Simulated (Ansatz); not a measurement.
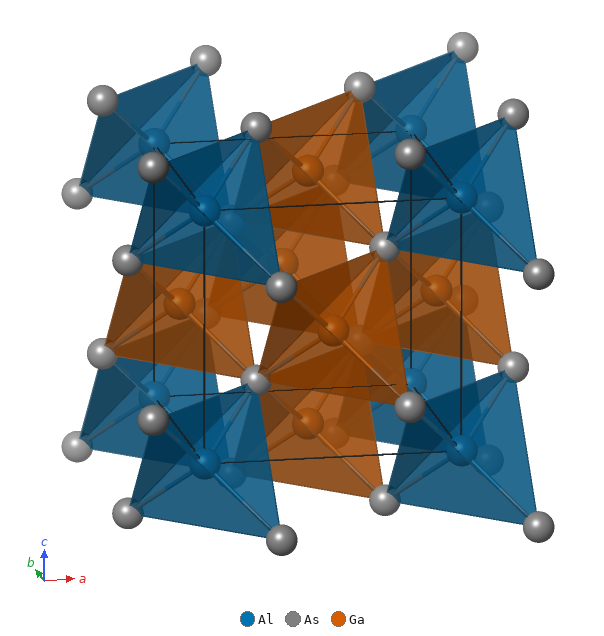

View slightly off an axis, drawn as a polyhedral model. The frame is the conventional unit cell; atoms at its boundary are shown with their periodic copies. Some neighbours outside the box are added.

AlGa$_{3}$As$_{4}$, space group P-43m (No. 215), a = 5.670 Å, b = 5.670 Å, c = 5.670 Å, α = 90.00°, β = 90.00°, γ = 90.00°. The model was built from a structure type filled with these elements by a generator (whether the compound takes this form wasn't checked). Earlier steps of the study may have refined or changed the cell and positions. It went into a calculation with Ansatz.

This one geometry was computed with Ansatz (DFT, plane waves, PAW) at five levels of theory: PBE0, HSE06, r2SCAN, PBE with spin-orbit coupling and PBE. It was relaxed beforehand with r2SCAN.

> Which level gives the highest pressure at this volume, and what does that say about its equilibrium volume?

Highest: PBE with spin-orbit coupling (2.5 GPa) and PBE (2.5 GPa), which points to the largest equilibrium volume. Lowest, with the smallest volume: PBE0 (0.3 GPa) and r2SCAN (0.0 GPa). Levels within 0.5 GPa of each other can't be told apart.

> How does the band gap change with the level of theory?

PBE with spin-orbit coupling: a gap of 0.70 eV, direct; PBE: a gap of 0.80 eV, direct; r2SCAN: a gap of 1.30 eV, direct; HSE06: a gap of 1.67 eV, direct; PBE0: a gap of 2.25 eV, direct.

> Collect the results in a table.

| level | cutoff (eV) | k-mesh of the run's cell | gap (eV) | pressure (GPa) |
| --- | --- | --- | --- | --- |
| PBE0 | 420 | 4×4×4 | 2.25 | 0.3 |
| HSE06 | 420 | 4×4×4 | 1.67 | 0.5 |
| r2SCAN | 500 | 4×4×4 | 1.30 | 0.0 |
| PBE with spin-orbit coupling | 420 | 4×4×4 | 0.70 | 2.5 |
| PBE | 420 | 4×4×4 | 0.80 | 2.5 |

Gaps are taken on the k-mesh or band path of each run.
